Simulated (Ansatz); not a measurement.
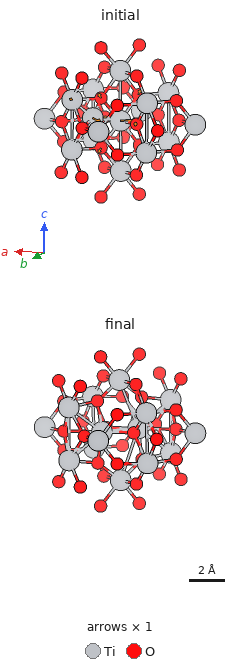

The structure of a defect cell of composition Ti25O48 before (top) and after (bottom) a relaxation, at one scale. The orange arrows give the displacements, at their true length.

Style: ball-and-stick. Shown: the atoms within 5.0 Å of the atom that moves most (axes of the cell of the calculation (origin shifted)), from a free direction.

The atoms of the start lie slightly off their symmetric places, so part of the fall in energy undoes that.

These are results of DFT, PBEsol, PAW, plane waves (Ansatz 0.2.0), not measurements. Settings: plane-wave cutoff 420 eV; k-point mesh 1 × 1 × 1; mesh shifted by (0.25, 0.25, 0.25); collinear spin; atoms relaxed in a fixed cell; force threshold 0.03 eV/Å; at most 80 steps.

Question: Summarise the run.

Answer: The largest move is that of a Ti atom, 1.19 Å along [−1 −1 0]. By element the largest moves are Ti 1.19 Å, O 0.45 Å. The cell doesn't change. Near-neighbour distances that change, for instance: O–Ti 1.931 → 3.245 Å, O–Ti 1.992 → 3.268 Å, O–Ti 3.489 → 2.229 Å, O–Ti 3.458 → 2.216 Å. New bonds form, among them: O–Ti (2.71 → 2.05 Å), O–Ti (2.76 → 2.07 Å), O–Ti (3.46 → 2.22 Å), O–Ti (3.49 → 2.23 Å). Bonds break, among them: O–Ti (1.93 → 3.24 Å), O–Ti (1.99 → 3.27 Å). Bond angles that change, for instance: Ti–O–Ti 165.4° → 119.3°, Ti–O–Ti 129.5° → 89.3°, Ti–O–Ti 129.4° → 90.9°. Over 15 accepted moves (19 points after the start) the energy falls by 17.811 eV per cell of the calculation. Largest force component: 41 eV/Å at the start, 0.022 eV/Å at the end. The line search rejected the trial steps at points 10, 12, 15, 17 of the run. The program noted that the starting moments weren't kept.
